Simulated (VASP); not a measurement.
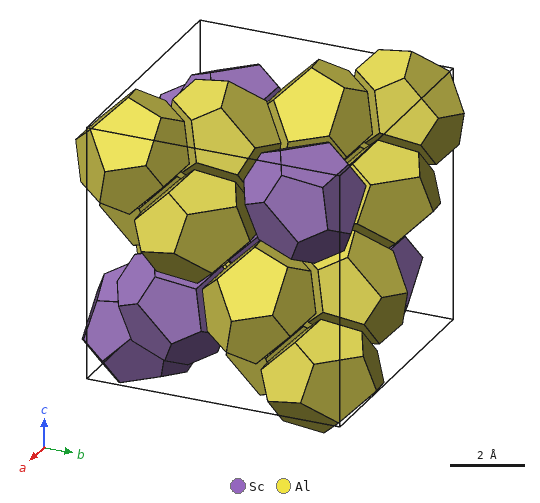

Computed Voronoi cells of the atoms in the unit cell of ScAl2 (space group Fd-3m (No. 227), a = 7.533 Å, b = 7.533 Å, c = 7.533 Å, α = 90.00°, β = 90.00°, γ = 90.00°), coloured by the element inside, shrunk a little to part them. Origin: the geometry relaxed with VASP Kohn-Sham DFT of a periodic cell, r2SCAN with D4, VASP PAW PBE potentials, recommended (VASP 6.6.1).

```csv
site,Wyckoff,x,y,z
Sc,8b,0.2500,0.7500,0.2500
Al,16c,0.8750,0.8750,0.1250
```

Question: Rank the elements by the mean volume of their Voronoi cells.

Answer: Sc: 20.3 Å³ per atom, 38 % of the volume; Al: 16.5 Å³ per atom, 62 % of the volume. The partition uses no radii, so it reflects positions alone and not ionic sizes.

Question: What shape is the cell of Al?

Answer: A pentagonal dodecahedron: the site is icosahedrally coordinated (Frank–Kasper Z12); index ⟨0,0,12,0⟩, 12 faces.
